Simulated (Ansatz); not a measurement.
Ta₂Si (6 atoms in the cell), run with Ansatz.

```
crystal:
  lattice:
    - [-3.0683767195, 3.0683767195, 2.5198993614]
    - [3.0683767195, -3.0683767195, 2.5198993614]
    - [3.0683767195, 3.0683767195, -2.5198993614]
  atoms:
    - { symbol: Ta, position: [0.6889917956, 0.8628594079, 0.5518512035] }
    - { symbol: Ta, position: [0.8628594079, 0.3110082044, 0.1738676123] }
    - { symbol: Ta, position: [0.3110082044, 0.1371405921, 0.4481487965] }
    - { symbol: Ta, position: [0.1371405921, 0.6889917956, 0.8261323878] }
    - { symbol: Si, position: [0.2862028433, 0.2862028433, 0.0] }
    - { symbol: Si, position: [0.7137971567, 0.7137971567, 0.0] }
basis:
  ecutwfc: 420
kpoints:
  mp_grid: { grid: [12, 12, 12] }
hamiltonian:
  xc: pbesol
scf:
  occupations: { method: gaussian, width: 0.15 }
  max_iter: 80
output:
  forces: true
  eigenvalues: true
  stress: true
magnetization:
  spin_polarized: true
  initial_magnetization: 40
```

Run as:
```bash
ansatz run input.yaml --threads 2 --pin off --max-ram 5120MiB --backend cpu --events-out ev --progress --plain --runs-dir out
```

Q: What does the convergence history look like?

A: Converged, in 11 iterations. The residual falls at every step. The input holds an odd setting (an impossible spin), but it does no harm here: the energy lies within 1 meV per atom of a run with usual settings.

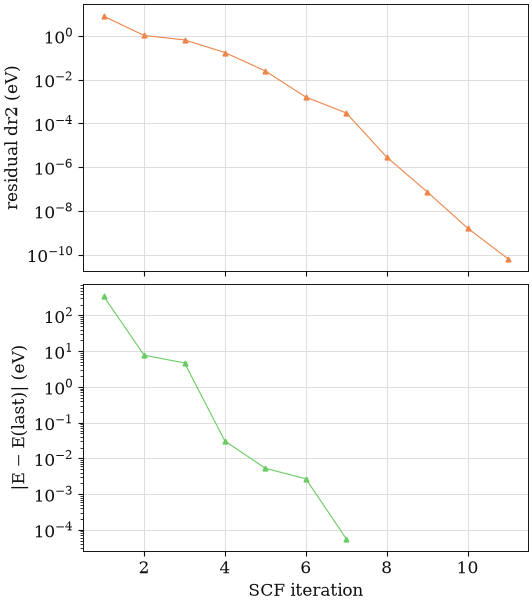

SCF iterations of a calculation: density residual dr2, distance of the Harris–Foulkes energy from its last value. Energy differences below 3 × 10⁻⁶ eV aren't drawn. dr2 is the charge part; the magnetisation has a residual of its own.
